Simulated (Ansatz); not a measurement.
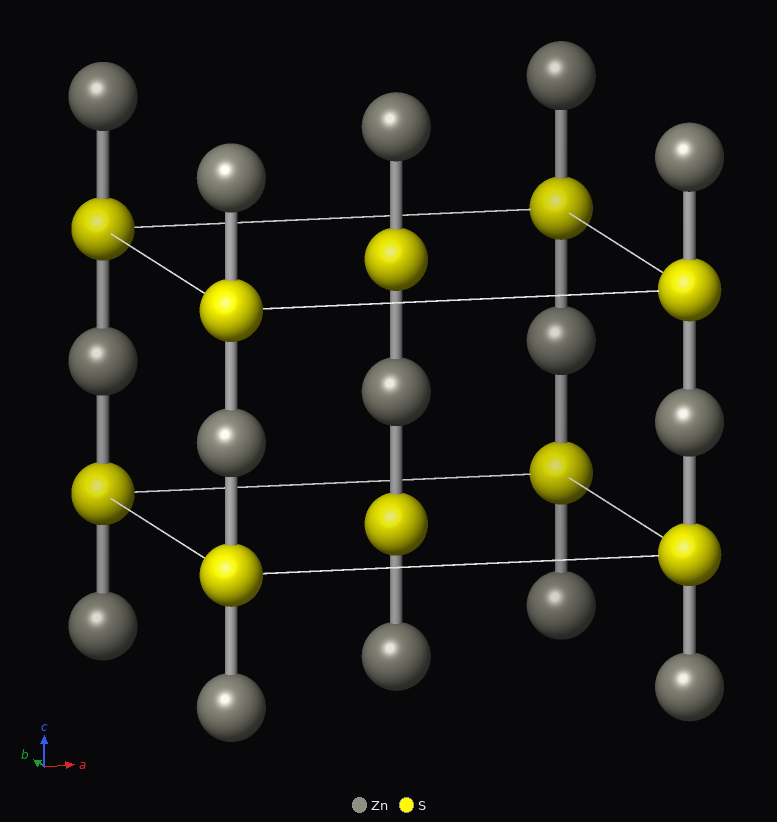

Crystal structure, ball-and-stick style, seen slightly off an axis. Thin lines show the conventional unit cell, with boundary atoms drawn in all their periodic places. The bonded neighbours beyond the faces are included. Cell: a = 7.37 Å, b = 7.74 Å, c = 4.17 Å, α = 90.00°, β = 90.00°, γ = 90.00°.

It goes back to a random cell made by a generator, so it need not be a real form of the compound. Earlier steps of the study, as a rule a relaxation of our own, may have changed the cell and positions, so they can lie some per cent off the listed ones. A calculation with Ansatz used it as input.

### What can be read from this drawing?

Its composition is ZnS. Space group: Cmmm (No. 65). Lattice: base-centred orthorhombic. Cell content: 2 Zn, 2 S, that is 2 formula units. About every Zn there are two S in a linear arrangement at about 2.1 Å. The coordination shell of S holds two Zn in a linear arrangement at about 2.1 Å. The bonds build ZnS chains along [001].

Results below were computed with DFT PBE, scalar-relativistic, plane waves, PAW in Ansatz; the settings were plane waves to 420 eV, k-points about 0.20 Å⁻¹ apart, Gaussian smearing of 0.02 eV, no spin polarisation.

### Metal or not?

A semiconductor at this level, with a gap of 1.32 eV, indirect.

### What does a Bader analysis give?

Zn +0.93 e; S -0.93 e.

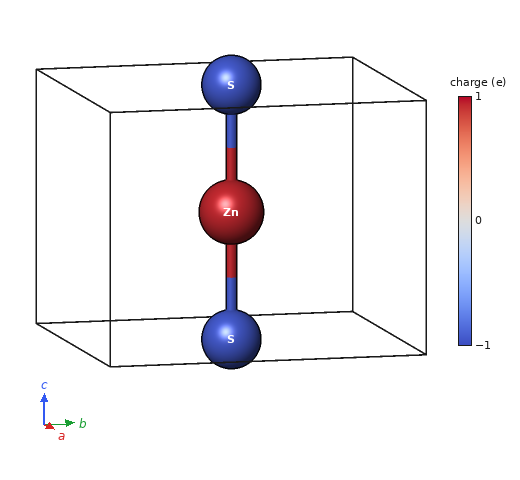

The atoms coloured by those charges. The run's cell of 2 atoms is drawn, so axes and origin can differ from the first picture.

### Does the calculation find this structure at rest?

Yes. All forces vanish to within 0.01 eV/Å. The pressure is 0.0 GPa, close to zero.
